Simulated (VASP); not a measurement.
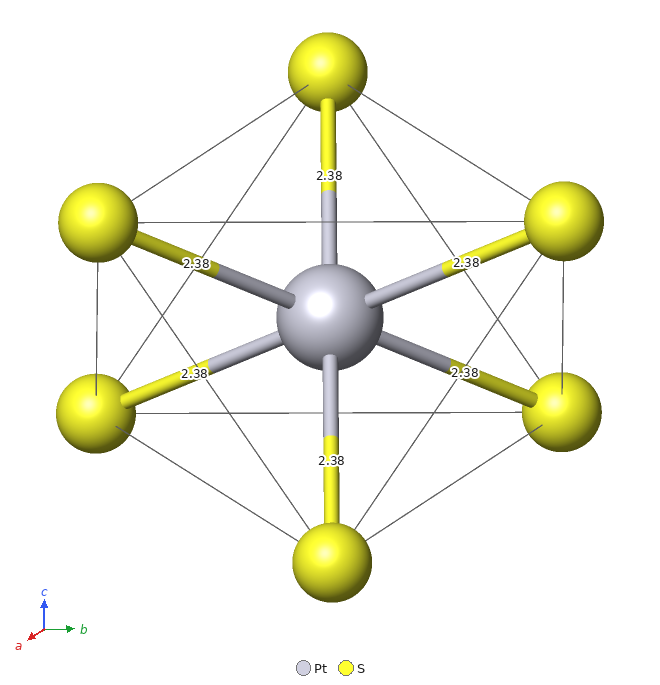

Coordination of Pt in PtS2 (P-3m1); bond lengths in Å. Shape measures S are computed against regular polyhedra or, for capped shapes, the nearer of the equal-edge and equal-bond forms. Source: the end point of a relaxation with VASP Kohn-Sham DFT of a periodic cell, PBEsol, VASP PAW PBE potentials, recommended in VASP 6.6.1.

> Name the coordination polyhedron and say how regular it is.

PtS6: a slightly distorted octahedron (coordination number 6, S = 0.78; next best trigonal prism, S = 16.5).

> Does the central atom sit at the centroid of its ligands?

Yes, to within 0.01 Å; the site symmetry is -3m.
